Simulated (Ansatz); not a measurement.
# Quasiparticle gap of CS2NF5 (P-1), part 3 of 3

Aim: the quasiparticle gap of CS2NF5 (P-1), starting from PBE.

Ansatz 0.2.0; PBE, then G0W0 on it, plane waves, PAW. Known limits of the many-body steps: finite bands, screening cutoff and k mesh; no spin-orbit coupling in G0W0.

So far. Step 3 (Bands along the symmetry lines): Over mesh and path the gap is 2.871 eV, from k = (0.000, -0.500, 0.250) to k = (0.167, 0.250, 0.250). The least direct gap found is 2.921 eV, at k = (0.167, 0.250, 0.250). Step 4 (One-shot GW): Over all 12 irreducible mesh points the G0W0 gap is 6.654 eV, from k = (0.000, -0.500, 0.000) to k = (0.000, -0.500, -0.500). The PBE gap of this run on the mesh is 2.921 eV.

In doubt: masses and optical values from hybrid runs of this build are listed as unsure (in some of the runs), which bears on the screening that GW takes from such a start.

## Step 4: One-shot GW (continued)

Level of this step: G0W0 on PBE, plane waves, PAW; PAW set soft_1 (Ansatz).

Labels follow the order of the start: v1 is the top filled band, c1 the lowest empty one; levels that stay degenerate share a row, the window can cut a multiplet, doubted levels are not marked in this list, bands outside the window were not corrected, and the list may be a part of the corrected levels. Levels before and after the correction, in eV, zero at the valence-band top of each column:

```
           conduction bottom  valence top
Kohn-Sham               2.92         0.00
     G0W0               6.65         0.00
```

```
                      level  occupation  energy (eV)
Kohn-Sham     (0 -0.5 0) v3           2       -0.658
Kohn-Sham     (0 -0.5 0) v2           2       -0.019
Kohn-Sham     (0 -0.5 0) v1           2        0.000
Kohn-Sham     (0 -0.5 0) c1           0        3.008
Kohn-Sham     (0 -0.5 0) c2           0        3.045
Kohn-Sham     (0 -0.5 0) c3           0        4.802
Kohn-Sham  (0 -0.5 -0.5) v3           2       -0.398
Kohn-Sham  (0 -0.5 -0.5) v2           2       -0.089
Kohn-Sham  (0 -0.5 -0.5) v1           2       -0.008
Kohn-Sham  (0 -0.5 -0.5) c1           0        2.921
Kohn-Sham  (0 -0.5 -0.5) c2           0        3.133
Kohn-Sham  (0 -0.5 -0.5) c3           0        4.769
     G0W0     (0 -0.5 0) v3           2       -0.605
     G0W0     (0 -0.5 0) v2           2       -0.016
     G0W0     (0 -0.5 0) v1           2        0.000
     G0W0     (0 -0.5 0) c1           0        6.769
     G0W0     (0 -0.5 0) c2           0        6.763
     G0W0     (0 -0.5 0) c3           0        8.517
     G0W0  (0 -0.5 -0.5) v3           2       -0.301
     G0W0  (0 -0.5 -0.5) v2           2       -0.106
     G0W0  (0 -0.5 -0.5) v1           2       -0.011
     G0W0  (0 -0.5 -0.5) c1           0        6.654
     G0W0  (0 -0.5 -0.5) c2           0        6.852
     G0W0  (0 -0.5 -0.5) c3           0        8.494
```

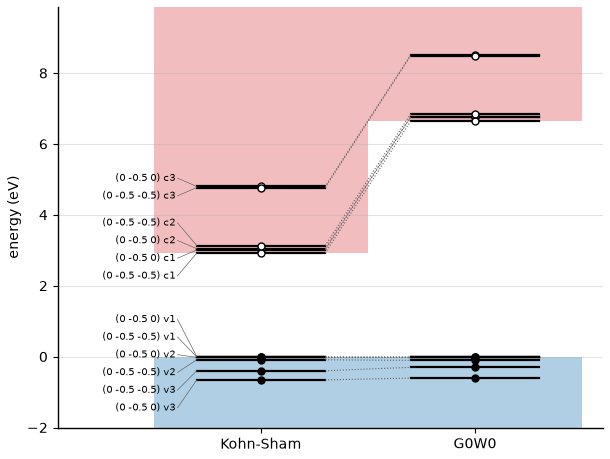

Levels before and after the correction. Shaded: valence and conduction bands. Filled marks are occupied levels, open marks empty ones.

The parts of the quasiparticle energy for the two states that bound the G0W0 gap, in eV on the run's own scale (QP = start + Σx + Σc − Vxc, with Σc at the quasiparticle energy):

```
             edge                        k  band  start       Σx      Σc      Vxc      Z      QP
      valence top   (0.000, -0.500, 0.000)    56  0.803  −19.434   1.689  −16.056  0.794  −0.885
conduction bottom  (0.000, -0.500, -0.500)    57  3.724  −14.083  −3.271  −19.399  0.810   5.769
```

## Step 5: Side by side

Each gap is the least one over the points named; times are wall times on shared hosts, not benchmarks. A G0W0 time includes the run's own self-consistent start. Rows marked * are further runs, not shown as steps, whose inputs differ from the G0W0 step on the same start in the columns given; solver thresholds can differ too.

```
    level   mesh       files, cutoff     bands summed, screening                          points  gap (eV)             valence top        conduction bottom  least direct gap (eV)     time
      PBE  6×4×4  soft_1 PAW, 420 eV                           -                   mesh and path     2.871  (0.000, -0.500, 0.250)    (0.167, 0.250, 0.250)                  2.921     24 s
G0W0@PBE*  4×2×2  soft_1 PAW, 420 eV                  230, 42 eV  all 12 irreducible mesh points     6.625  (0.000, -0.500, 0.000)  (0.000, -0.500, -0.500)                  6.639     18 s
G0W0@PBE*  4×2×2  soft_1 PAW, 420 eV                  550, 84 eV  all 12 irreducible mesh points     6.650  (0.000, -0.500, 0.000)  (0.000, -0.500, -0.500)                  6.662     44 s
 G0W0@PBE  4×2×2  soft_1 PAW, 420 eV                1120, 140 eV  all 12 irreducible mesh points     6.654  (0.000, -0.500, 0.000)  (0.000, -0.500, -0.500)                  6.666  1.8 min
G0W0@PBE*  2×2×2  soft_1 PAW, 420 eV                  550, 84 eV   all 8 irreducible mesh points     6.670  (0.000, -0.500, 0.000)  (0.000, -0.500, -0.500)                  6.682     33 s
G0W0@PBE*  4×2×2  soft_1 PAW, 420 eV  1120, 140 eV, plasmon pole  all 12 irreducible mesh points     6.792  (0.000, -0.500, 0.000)  (0.000, -0.500, -0.500)                  6.805  3.1 min
```

## Step 6: Summary of results

| Item | Value |
| --- | --- |
| PBE gap over mesh and path | 2.871 eV, from k = (0.000, -0.500, 0.250) to k = (0.167, 0.250, 0.250) |
| G0W0@PBE gap over all 12 irreducible mesh points | 6.654 eV, from k = (0.000, -0.500, 0.000) to k = (0.000, -0.500, -0.500) |
| estimated limit in bands and cutoff, on this mesh | 6.658 eV |
| GW settings | 4×2×2 mesh, 1064 empty bands, screening to 140 eV, PAW set soft_1 files |
| known limits | finite bands, screening cutoff and k mesh; no spin-orbit coupling in G0W0 |

**Reading.** Over all 12 irreducible mesh points the G0W0 gap is 6.654 eV, from k = (0.000, -0.500, 0.000) to k = (0.000, -0.500, -0.500). The PBE gap of this run on the mesh is 2.921 eV. The two states that bound the G0W0 gap lie that far apart at the start, so the correction of the gap is 6.654 − 2.921 = +3.733 eV. The valence state moves by −0.885 − 0.803 = −1.688 eV and the conduction state by 5.769 − 3.724 = +2.045 eV, on the run's own scale; with 230 bands the edge states move by −1.163 and +2.542 eV, so the split between the edges depends on the bands and cutoff. Over mesh and path, PBE puts the valence top at k = (0.000, -0.500, 0.250) and conduction bottom at k = (0.167, 0.250, 0.250), where no G0W0 correction was computed. The G0W0 gap over the whole zone is therefore not known from this run; at its settings it can only be equal to or under the 6.654 eV found, and no correction is carried over from another point. For the start itself the gap is 2.871 eV over mesh and path and 2.921 eV on the mesh of the G0W0 run, in runs that differ in mesh (6×4×4 and 4×2×2). From 230 bands and 42 eV to 1120 bands and 140 eV the gap moves by 6.654 − 6.625 = +0.029 eV (rung by rung 6.625, 6.650, 6.654 eV); bands and screening cutoff rise together, so their parts are not told apart. A line in one over the bands through the two highest rungs gives 6.654 + (6.654 − 6.650) × 550 / (1120 − 550) = 6.658 eV, and through the pair below 6.650 + (6.650 − 6.625) × 230 / (550 − 230) = 6.668 eV. The two agree within 0.03 eV and the same two states bound the gap in each rung, so 6.658 eV is taken as an estimate of the limit on this mesh. With the 2×2×2 mesh in place of the 4×2×2 mesh and all else as in the G0W0@PBE row with 550 bands, the gap differs by 6.670 − 6.650 = +0.020 eV, and that of the start by 2.921 − 2.921 = +0.000 eV. With the plasmon pole model in place of the contour deformation model and all else as in the G0W0@PBE row with 1120 bands, the gap differs by 6.792 − 6.654 = +0.138 eV. G0W0 on other starts in this series, not shown as steps and not all at these settings: 7.242 eV on HSE06 (4×2×2, soft_1 PAW, 1120 bands, 140 eV) and 6.628 eV on PBEsol (4×2×2, soft_1 PAW, 1120 bands, 140 eV). The G0W0 runs are scalar-relativistic. G0W0@PBE runs of this series with other atomic data on the same mesh, not shown as steps, give 6.635 eV (hard PAW, 1050 eV, 1633 bands, screening to 182 eV); where bands and cutoffs differ too, the part of the files is not isolated.

[Paths, hosts, dates, memory and timing lines, banners, echoed tables and standing remarks are left out of the program output.]

[Logs are printed without paths, hosts, clocks, repeated set-up lines and the standing remarks that a program may print on its own settings, such as how far it seeks lower states.]

[Runs of the session that timed out or met a known fault of the program may be left out.]

[Cells called generated may have been cut or substituted from an entry of the Crystallography Open Database or the Materials Project.]

[Hosts, paths, dates, database ids (printed as entryN), source tags and the programs' standing remarks are cut or masked in the printed files.]

[Where an RPA ε∞ is given, it is that of the G0W0 mesh and is not shown converged in it. Names of k-points follow the symmetry that the program found, which can be lower than the space group named. Band edges on a path are those of the sampled points; other points can move an edge, and change direct to indirect where valleys lie close.]

[Hybrid gaps are those of their k-mesh and are not shown converged in it.]
